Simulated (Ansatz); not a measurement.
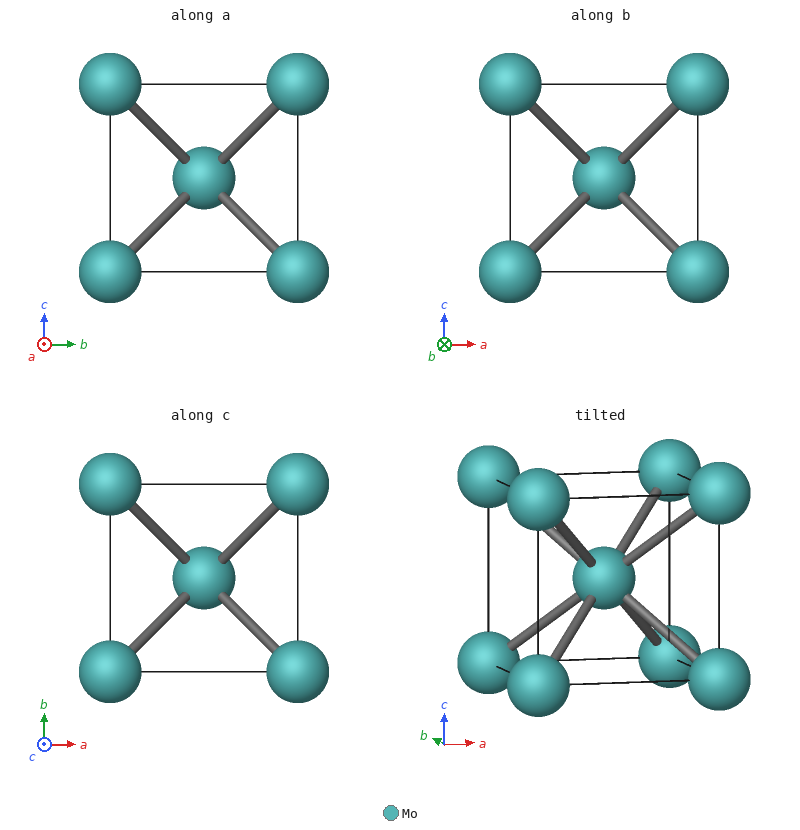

Structure drawing (ball-and-stick), viewed along the a axis, along the b axis, along the c axis and slightly off an axis. Thin lines show the conventional unit cell, with boundary atoms drawn in all their periodic places.

Lattice parameters: a = 3.1509 Å, b = 3.1509 Å, c = 3.1509 Å, α = 90.000°, β = 90.000°, γ = 90.000°.

> Transcribe the picture into a CIF with its space group and independent sites.

```cif
data_structure
_symmetry_space_group_name_H-M 'I m -3 m'
_symmetry_Int_Tables_number 229
_cell_length_a 3.1509
_cell_length_b 3.1509
_cell_length_c 3.1509
_cell_angle_alpha 90.000
_cell_angle_beta 90.000
_cell_angle_gamma 90.000
_cell_volume 31.28
loop_
_atom_site_label
_atom_site_type_symbol
_atom_site_symmetry_multiplicity
_atom_site_Wyckoff_symbol
_atom_site_fract_x
_atom_site_fract_y
_atom_site_fract_z
_atom_site_occupancy
Mo1 Mo 2 a 0.0000 0.0000 0.0000 1
```

The initial geometry was a structure type filled with this element by a generator (whether the element takes this form wasn't checked). Cell shown after relaxation with DFT r2SCAN, scalar-relativistic, plane waves, PAW in Ansatz.
